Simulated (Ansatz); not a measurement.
## WS2: band-structure calculation

WS2 (P6₃/mmc, 6 atoms in the cell), computed with DFT, r2SCAN with spin-orbit coupling, plane waves, PAW (Ansatz 0.2.0).

The structure was built on a prototype by a generator. The geometry comes from this level: r2scan-rvv10 (a point of a series of strains). It belongs to a series of runs on one base structure; here: hydrostatic strain -3.0%. Figures and captions count atoms from 1; the log counts them from 0 in places.

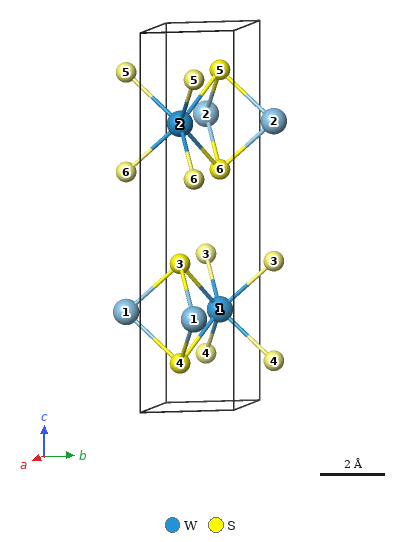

Fig. 1: The structure as given in the input (ball-and-stick view of the cell of the calculation, seen slightly off an axis; neighbours outside the cell are drawn fainter; atoms are numbered from 1 in the order of the input). An atom can appear more than once, as a periodic image. Near neighbours in the periodic cell (some may lie outside the picture): W has 6 S at 2.38 Å; S has 3 W at 2.38 Å.

The input
```yaml
crystal:
  lattice:
    - [3.0748479046, 0.0, 0.0]
    - [-1.5374239523, 2.6628963982, 0.0]
    - [0.0, 0.0, 12.1163384359]
  atoms:
    - { symbol: W, position: [0.3333333333, 0.6666666667, 0.25] }
    - { symbol: W, position: [0.6666666667, 0.3333333333, 0.75] }
    - { symbol: S, position: [0.6666666667, 0.3333333333, 0.3812550822] }
    - { symbol: S, position: [0.6666666667, 0.3333333333, 0.1187449178] }
    - { symbol: S, position: [0.3333333333, 0.6666666667, 0.8812550822] }
    - { symbol: S, position: [0.3333333333, 0.6666666667, 0.6187449178] }
kpoints:
  mp_grid: { grid: [12, 12, 2] }
  band_path:
    path:
      - [0.0, 0.0, 0.0]
      - [0.5, 0.0, 0.0]
      - [0.3333333333, 0.3333333333, 0.0]
      - [0.0, 0.0, 0.5]
      - [0.5, 0.0, 0.5]
      - [0.3333333333, 0.3333333333, 0.5]
      - [0.177083, 0.177083, 0.0]
    npoints: 1
hamiltonian:
  xc: r2scan
scf:
  occupations: { method: fermi_dirac, width: 0.02 }
  n_extra_bands: 10
magnetization:
  noncollinear: true
  spin_orbit: true
output:
  forces: true
  stress: true
  eigenvalues: true
  write_density: true
  write_potential: true
  elf: true
  volumetric_format: npy
```

Hardware: 1 × NVIDIA H100 80GB HBM3, 2 threads of AMD EPYC (Zen 3), 1656 GiB of memory available, shared host.

What the program printed
```
scf.n_extra_bands = 10 over 52 filled bands (N_el = 52.0): the run solves 62 bands
Engine: ansatz 0.2.0, x86_64-unknown-linux-gnu
Pseudopotentials: kind: paw_fr
Pseudopotential: W, paw_fr, valence charge 14, recommended cutoff 500 eV (meta_gga), W.paw.azcp#standard-fr
Pseudopotential: S, paw_fr, valence charge 6, recommended cutoff 500 eV (meta_gga), S.paw.azcp#standard-fr
Functional definition: r2SCAN
  parameter k0 = 0.174
  parameter k1 = 0.065
  parameter a1 = 4.9479
  exchange = r2scan_x(k0 = k0, k1 = k1, a1 = a1)
  correlation = r2scan_c
non-collinear run that drives no moment, with spin-orbit: no starting moment large enough to seed its density (crystal.atoms[].spin), no starting occupations that ask for one, no magnetisation constraint and no magnetic field, so the semilocal B_xc is pinned to zero
Crystal: 6 atoms, lattice volume = 99.209 Å³
Basis set: ecut = 500 eV, 2541 PW (Γ), exchange–correlation on 96×96×360 points (64 copies of the dense FFT grid, shifted against one another)
Bands: 62, of which v1, the nominal top of the filled ones, is band 52 counted from 1 (51 counted from 0)
Symmetry: 24 space group operations + 24 with time reversal
Magnetic group: BNS 194.264 (UNI 1494), of the structure as read, at distance tolerance 4.6e-5 Å
k-points: 38 of 288
Projection manifold: j_resolved (fully-relativistic pseudo-atomic orbitals)
Non-local potential: W, projectors of the file, l = 0: 3, l = 1: 4, l = 2: 4, l = 3: 2
Non-local potential: S, projectors of the file, l = 0: 2, l = 1: 4, l = 2: 4
PAW form: soft (Blöchl's): semilocal exchange-correlation on the pseudo side does not see the compensation charge
PAW frozen core: W, regenerated for the run's functional (the file was generated under x = pbe(κ = 0.804, μ = 0.2195149727645171), c = pbe(β = 0.06672455060314922))
PAW frozen core: S, regenerated for the run's functional (the file was generated under x = pbe(κ = 0.804, μ = 0.2195149727645171), c = pbe(β = 0.06672455060314922))
PAW one-centre angular grid: W, 590 points (default); XC on 160 Gauss nodes
PAW one-centre angular grid: S, 302 points (default); XC on 160 Gauss nodes
Initial density: superposition of atomic densities (chi_scale 0.1, normalization cell, long waves kept (reshape's long-wave potential 0.03 eV rms))
Initial wavefunctions: pseudopotential atomic-orbital guess
Functional: x = r2scan, c = r2scan; τ floored in thin density (d = 2e-4 eV/Å³)
SCF iter   1: F=—  HF=-24373.594975 eV  |F-HF|=—  |Δ(HF+E_count)|=         —  Δρ=4.21e-2  dr2=3.57e0  dr2_τ=6.06e-2  dr2_m=0.00e0 (ungated)  ethr=3.10e-3  |M|=0.00e0 ∫|m|=0.00e0 μB  |m|>n=0.0e0 m-floor=0.0e0 τ_xc=0.0e0  β_m=0.30  ⟨swp⟩=6.4  Hψ=5762  notcnv=0
preconditioner: auto → Resta (q_TF=auto, 2.450 Å⁻¹)  ε∞=7.1  [insulator: Δε(μ)=0.871 eV  Ē_g=9.058 eV  σ=0.020 eV  W_gap=1.00  n_scr=26 (ndim 8)  ℏωp=22.4 eV  f_vac=0.000  D(μ)=0.00/eV (n_scr^D=0)  ε∞_Penn≈7.1]
spin=Noncollinear: Resta preconditioning applied to the charge; magnetization (m_x, m_y, m_z) channels mix plain (no charge-response kernel on spin).
SCF iter   2: F=—  HF=-24373.497863 eV  |F-HF|=—  |Δ(HF+E_count)|=   9.71e-2  Δρ=3.26e-2  dr2=1.76e0  dr2_τ=3.85e-3  dr2_m=0.00e0 (ungated)  ethr=3.10e-3  |M|=0.00e0 ∫|m|=0.00e0 μB  |m|>n=0.0e0 m-floor=0.0e0 τ_xc=0.0e0  β_m=0.65  ⟨swp⟩=2.0  Hψ=1493  notcnv=0  defer=130
SCF iter   3: F=—  HF=-24373.270400 eV  |F-HF|=—  |Δ(HF+E_count)|=   2.27e-1  Δρ=8.79e-3  dr2=1.77e-1  dr2_τ=8.68e-3  dr2_m=0.00e0 (ungated)  ethr=3.10e-3  |M|=0.00e0 ∫|m|=0.00e0 μB  |m|>n=0.0e0 m-floor=0.0e0 τ_xc=0.0e0  β_m=0.59  ⟨swp⟩=2.8  Hψ=1939  notcnv=0  defer=130
SCF iter   4: F=—  HF=-24373.254222 eV  |F-HF|=—  |Δ(HF+E_count)|=   1.62e-2  Δρ=4.21e-3  dr2=1.74e-2  dr2_τ=1.00e-4  dr2_m=0.00e0 (ungated)  ethr=3.40e-4  |M|=0.00e0 ∫|m|=0.00e0 μB  |m|>n=0.0e0 m-floor=0.0e0 τ_xc=0.0e0  β_m=0.80  ⟨swp⟩=2.8  Hψ=1692  notcnv=0  defer=122
SCF iter   5: F=—  HF=-24373.255454 eV  |F-HF|=—  |Δ(HF+E_count)|=   1.23e-3  Δρ=1.50e-3  dr2=3.02e-3  dr2_τ=4.89e-5  dr2_m=0.00e0 (ungated)  ethr=3.35e-5  |M|=0.00e0 ∫|m|=0.00e0 μB  |m|>n=0.0e0 m-floor=0.0e0 τ_xc=0.0e0  β_m=0.84  ⟨swp⟩=2.4  Hψ=1961  notcnv=0  defer=122
SCF iter   6: F=—  HF=-24373.254720 eV  |F-HF|=—  |Δ(HF+E_count)|=   7.33e-4  Δρ=2.84e-4  dr2=7.77e-5  dr2_τ=4.86e-7  dr2_m=0.00e0 (ungated)  ethr=5.80e-6  |M|=0.00e0 ∫|m|=0.00e0 μB  |m|>n=0.0e0 m-floor=0.0e0 τ_xc=0.0e0  β_m=0.92  ⟨swp⟩=2.0  Hψ=1911  notcnv=0  defer=122
SCF iter   7: F=—  HF=-24373.254717 eV  |F-HF|=—  |Δ(HF+E_count)|=   3.00e-6  Δρ=4.91e-5  dr2=3.49e-6  dr2_τ=1.32e-7  dr2_m=0.00e0 (ungated)  ethr=1.49e-7  |M|=0.00e0 ∫|m|=0.00e0 μB  |m|>n=0.0e0 m-floor=0.0e0 τ_xc=0.0e0  β_m=0.96  ⟨swp⟩=2.0  Hψ=1820  notcnv=0  defer=122
SCF iter   8: F=—  HF=-24373.254718 eV  |F-HF|=—  |Δ(HF+E_count)|=   8.80e-7  Δρ=1.04e-5  dr2=1.65e-7  dr2_τ=9.92e-9  dr2_m=0.00e0 (ungated)  ethr=6.70e-9  |M|=0.00e0 ∫|m|=0.00e0 μB  |m|>n=0.0e0 m-floor=0.0e0 τ_xc=0.0e0  β_m=0.98  ⟨swp⟩=2.1  Hψ=1684  notcnv=0  defer=122
SCF iter   9: F=-24373.254718 eV  HF=-24373.254718 eV  |F-HF|=2.64e-9  |Δ(HF+E_count)|=   3.41e-8  Δρ=2.06e-6  dr2=6.76e-9  dr2_τ=9.44e-11  dr2_m=0.00e0 (ungated)  ethr=1.92e-10  |M|=0.00e0 ∫|m|=0.00e0 μB  |m|>n=0.0e0 m-floor=0.0e0 τ_xc=0.0e0  ⟨swp⟩=18.7  Hψ=12767  notcnv=0
SCF 1 converged in 9 iterations: F = -24373.254718 eV  dr2 = 6.76e-9
  greatest PAW one-centre occupation: 0.999 electrons in one spin orbital (limit 2), on the W atom at site 1 (counted from 0), in its partial waves of l = 0
```

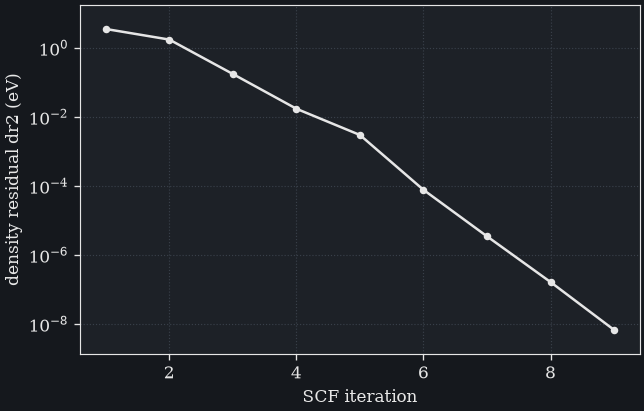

Fig. 2: Convergence of the self-consistent field: density residual dr2 against the SCF iteration. The residual falls at every step.

```
NSCF: frozen V_eff on 7 k-points
SCF converged after 9 iterations
Magnetization: |M| = 0.0000 μB,  M = (+0.0000, +0.0000, +0.0000) μB
Absolute magnetization: 0.0000 μB (∫|m|)
  site 0: m = (+0.0000, +0.0000, +0.0000) μB, |m| = 0.0000 μB  (R = 0.98 Å)
  site 1: m = (+0.0000, +0.0000, +0.0000) μB, |m| = 0.0000 μB  (R = 0.98 Å)
  site 2: m = (+0.0000, +0.0000, +0.0000) μB, |m| = 0.0000 μB  (R = 0.98 Å)
  site 3: m = (+0.0000, +0.0000, +0.0000) μB, |m| = 0.0000 μB  (R = 0.98 Å)
  site 4: m = (+0.0000, +0.0000, +0.0000) μB, |m| = 0.0000 μB  (R = 0.98 Å)
  site 5: m = (+0.0000, +0.0000, +0.0000) μB, |m| = 0.0000 μB  (R = 0.98 Å)
Free energy (F): -24373.254718 eV
Harris-Foulkes:  -24373.254718 eV  (|F-HF|=2.64e-9)
Internal energy: -24373.254718 eV  (E = F + TS)
E sigma→0 (E₀):  -24373.254718 eV
Fermi energy:    13.199428 eV
--- Per-component energies (eV) ---
  E_band       = -359.633933
  E_kinetic    = 1343.409006
  E_local      = -3291.661681  (includes V_loc(G=0)·N_el)
  E_nonlocal   = 106.217841
  E_hartree    = 1313.965083
  E_xc         = -870.206627
  E_vxc        = -905.406466  (∫ρ·V_xc dr)
  E_paw        = -19567.154576  (= ΣΔE_a)
  E_vpaw       = -284.711940  (= ΣTr[D̂ρ^β])
  E_aug_tail   = -0.000095  (compensation charges beyond the density's cutoff)
  E_vtau       = 44.584782  (kinetic-family band-sum trace: ∫τ·v_τ [+ j·A + Jᵃ·Aᵃ] dr)
  E_ewald      = -3406.165648
  E_core_change = -1.658022  (= ΣΔE_core)
  E_smearing   = -0.000000  (= −TS)
  E_closure    = 0.000000  (closes the sum)
  Σ components = -24373.254718   (vs F -24373.254718, Δ=0.00e0)
--- Forces (eV/Å), atoms counted from 1 ---
  atom   1  W      0.00000000     0.00000000     0.00000000
  atom   2  W     -0.00000000    -0.00000000    -0.00000000
  atom   3  S      0.00000000    -0.00000000    -0.06084002
  atom   4  S      0.00000000    -0.00000000     0.06084002
  atom   5  S     -0.00000000     0.00000000    -0.06084002
  atom   6  S      0.00000000     0.00000000     0.06084002
  max |Σ_I F_I| component: 2.31e-18 eV/Å
--- Stress (GPa, compression-positive) ---
       12.905702      -0.000000      -0.000000
        0.000000      12.905702      -0.000000
       -0.000000      -0.000000       4.485047
  P = ⅓ Tr σ = 10.0988 GPa (100.988 kbar)
--- Band table (eV; the first three rows and the last of 38) ---
  k-point 0: bands = ["-63.4369", "-63.4369", "-63.4369", "-63.4369", "-34.1419", "-34.1419", "-34.1419", "-34.1419", "-24.5457", "-24.5457", "-24.5455", "-24.5455", "-24.2885", "-24.2885", "-24.2885", "-24.2885", "-3.9237", "-3.9237", "-3.5977", "-3.5977", "-2.3404", "-2.3404", "-1.7391", "-1.7391", "4.4112", "4.4112", "5.7252", "5.7252", "8.3015", "8.3015", "9.1057", "9.1057", "9.1221", "9.1221", "9.4094", "9.4094", "9.4231", "9.4231", "10.4536", "10.4536", "10.5737", "10.5737", "10.7214", "10.7214", "10.7976", "10.7976", "11.1187", "11.1187", "11.2109", "11.2109", "12.7367", "12.7367", "15.2695", "15.2695", "15.3871", "15.3871", "15.4162", "15.4162", "15.4557", "15.4557", "15.4840", "15.4840"]
  k-point 1: bands = ["-63.4369", "-63.4369", "-63.4369", "-63.4369", "-34.1419", "-34.1419", "-34.1419", "-34.1419", "-24.5456", "-24.5456", "-24.5456", "-24.5456", "-24.2885", "-24.2885", "-24.2885", "-24.2885", "-3.7846", "-3.7846", "-3.7846", "-3.7846", "-2.0224", "-2.0224", "-2.0224", "-2.0224", "4.9670", "4.9670", "4.9670", "4.9670", "9.1138", "9.1138", "9.1138", "9.1138", "9.3497", "9.3497", "9.3497", "9.3497", "9.4813", "9.4813", "9.4813", "9.4813", "10.5444", "10.5444", "10.5444", "10.5444", "10.7592", "10.7592", "10.7592", "10.7592", "12.3480", "12.3480", "12.3480", "12.3480", "15.3605", "15.3605", "15.3605", "15.3605", "15.3859", "15.3859", "15.3859", "15.3859", "15.6270", "15.6270"]
  k-point 2: bands = ["-63.4349", "-63.4349", "-63.4349", "-63.4349", "-34.1486", "-34.1486", "-34.1486", "-34.1486", "-24.5493", "-24.5493", "-24.5492", "-24.5492", "-24.3155", "-24.3155", "-24.3155", "-24.3155", "-3.7885", "-3.7885", "-3.4622", "-3.4622", "-2.2779", "-2.2779", "-1.6942", "-1.6942", "4.5731", "4.5731", "5.8879", "5.8879", "8.1520", "8.1520", "8.8713", "8.8713", "8.8997", "8.8997", "9.4226", "9.4226", "9.4483", "9.4483", "9.9845", "9.9845", "10.4000", "10.4000", "10.4301", "10.4301", "10.6657", "10.6657", "11.2008", "11.2008", "11.3857", "11.3857", "12.5052", "12.5052", "15.1514", "15.1514", "15.1570", "15.1570", "15.3730", "15.3730", "15.4408", "15.4408", "15.4501", "15.4501"]
  k-point 37: bands = ["-63.4021", "-63.4021", "-63.4021", "-63.4021", "-34.2619", "-34.2619", "-34.2492", "-34.2492", "-24.7660", "-24.7660", "-24.7024", "-24.7024", "-24.6039", "-24.6039", "-24.5826", "-24.5826", "-0.8955", "-0.8955", "-0.8557", "-0.8557", "-0.8383", "-0.8383", "-0.6524", "-0.6524", "5.7102", "5.7102", "5.7580", "5.7580", "6.1795", "6.1795", "6.2186", "6.2186", "6.9665", "6.9665", "7.3243", "7.3243", "7.5607", "7.5607", "7.6996", "7.6996", "8.7264", "8.7264", "8.7811", "8.7811", "9.2570", "9.2570", "9.3229", "9.3229", "11.8921", "11.8921", "12.2806", "12.2806", "14.4828", "14.4828", "14.5575", "14.5575", "15.3907", "15.3907", "15.4081", "15.4081", "16.3680", "16.3680"]
```

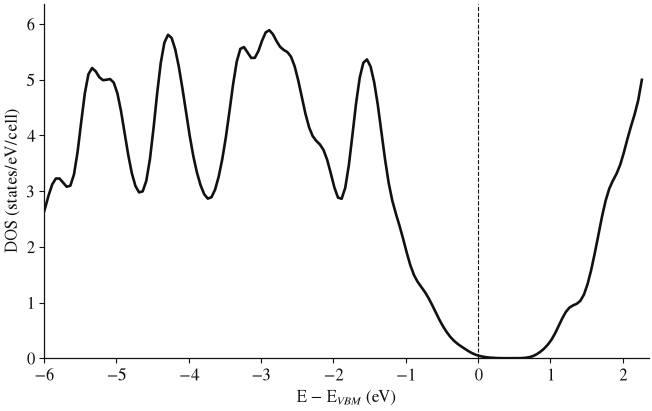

Fig. 3: Density of states (the curve is built from the levels of the k mesh with Gaussians 0.3 eV wide, which also blur the band edges), with energies from the valence-band top. There is a gap of 0.96 eV on the k-point mesh. The curves stop near 1.8 eV above the Fermi level, where the computed bands end. Small ripples come from the finite k-point mesh.

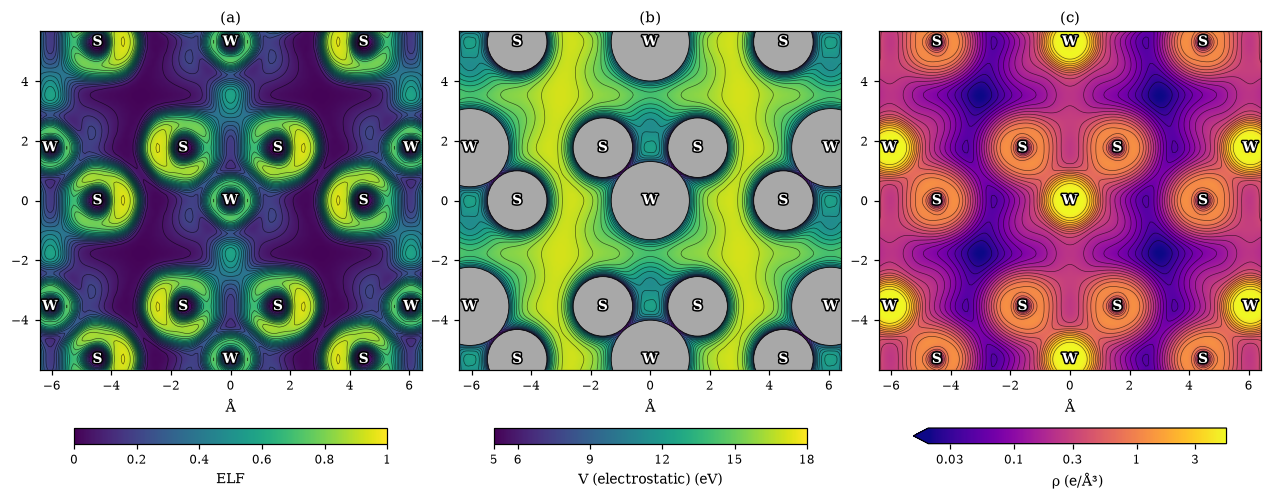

Fig. 4: (a) ELF; (b) electrostatic potential energy of an electron; (c) valence pseudo-density on the (110) plane of the conventional cell. Grey discs, where drawn, cover atomic cores. The section cuts through W and S sites. W–S (2.38 Å): ρ is about 0.66 e/Å³ halfway; the ELF is about 0.50 at the midpoint. Away from the nuclei the density in this plane falls to 0.02 e/Å³ at its lowest. The ELF has a maximum of about 0.60 in the space between the atoms. The strong features right at W lie inside the PAW spheres (semicore, d or f shells) and say nothing about bonding. Outside the cores the potential energy rises away from the atoms and is highest about 2.3 Å from the nearest atoms; outside the discs it spans about 12 eV, and its zero is arbitrary. In a PAW calculation such maps are meaningful between the atoms, not at the nuclei.

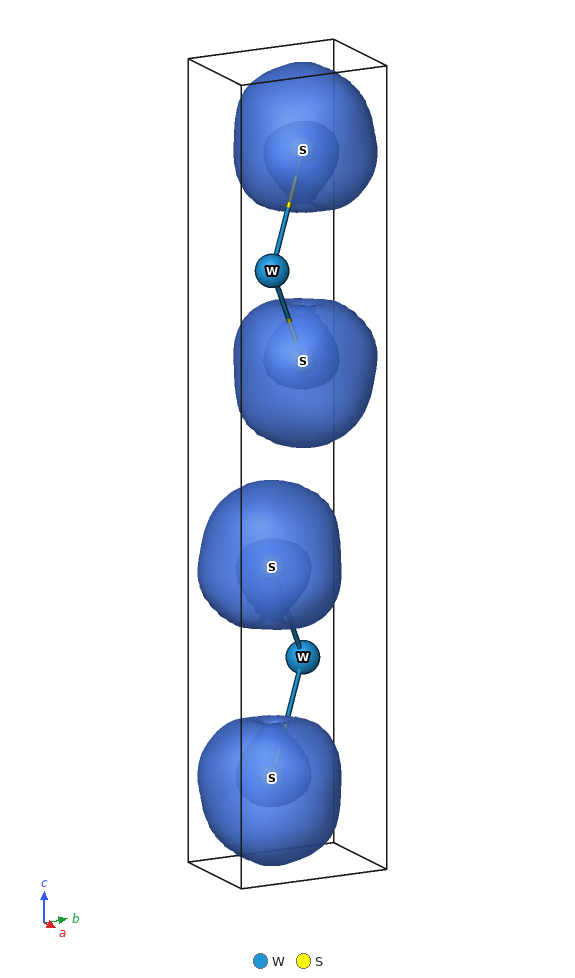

Fig. 5: Isosurface of the electron localisation function at 0.7 (blue), seen slightly off an axis. Core shells and regions of very low density are left out. Sticks mark near contacts. The outline is the cell set on symmetry axes. Along the contacts the grid gives the following. W–S (2.38 Å): the ELF is about 0.50 at the midpoint.

Key numbers

- outcome: converged
- space group (tolerance 0.01 Å): P6₃/mmc (194)
- electrons treated: 52
- free energy: −24373.2547 eV
- Fermi energy: 13.199 eV
- gap on the k-point mesh: 0.96 eV
- net moment of the cell: 0.00 μB
- integrated absolute moment: 0.00 μB
- pressure: 10.10 GPa
- largest force (length of the vector): 0.061 eV/Å
- wall time: 17 s (CPU time 25 s)
- peak memory: 1.5 GiB
